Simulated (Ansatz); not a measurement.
The coordinates of a crystal:

```xyz
8
Lattice="3.0109 -1.7384 2.4399 0.0000 3.4767 2.4399 -3.0109 -1.7384 2.4399" Properties=species:S:1:pos:R:3 pbc="T T T"
Co    0.0000    1.7384    4.8799
Co    1.5055   -0.8692    4.8799
O     1.5055    0.8692    6.0998
O    -1.5055    0.8692    6.0998
O     0.0000   -1.7384    6.0998
Co    0.0000    0.0000    0.0000
O     0.0000    0.0000    3.6599
Co   -1.5055   -0.8692    4.8799
```

Q: Describe what this structure looks like.

A: Its composition is CoO. Strictly the space group is R-3m (No. 166, within 0.01 Å). It is a distorted form of a face-centred cubic structure, space group Fm-3m (No. 225) within 0.25 Å: rock salt (NaCl type). The cell comprises 4 formula units: 4 Co, 4 O. Co is linked to six O in an octahedral arrangement at 2.12 Å. The coordination shell of O holds six Co in an octahedral arrangement at 2.12 Å. The bonds build a three-dimensional framework.

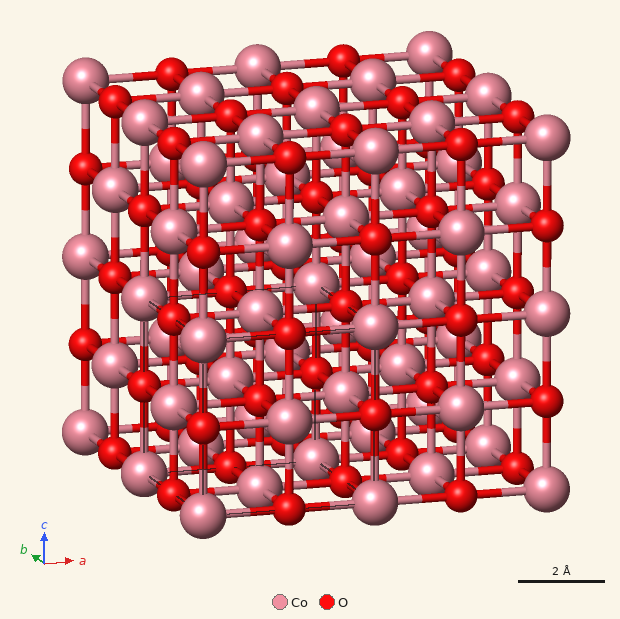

The crystal in a ball-and-stick representation, seen slightly off an axis. The drawing covers 2×2×2 cells, and the solid lines enclose one drawn cell (a repeat of the simulation cell). Colours: cobalt pink, oxygen red.

The structure comes from a structure listed in the Materials Project. Earlier steps of the study, as a rule a relaxation of our own, may have changed the cell and positions, so they can lie some per cent off the listed ones. It went into a calculation with Ansatz.

At this level of theory the run's own cell isn't at rest (stretched, at -11 GPa), so its distances can differ from those at equilibrium, the more so the softer the solid.
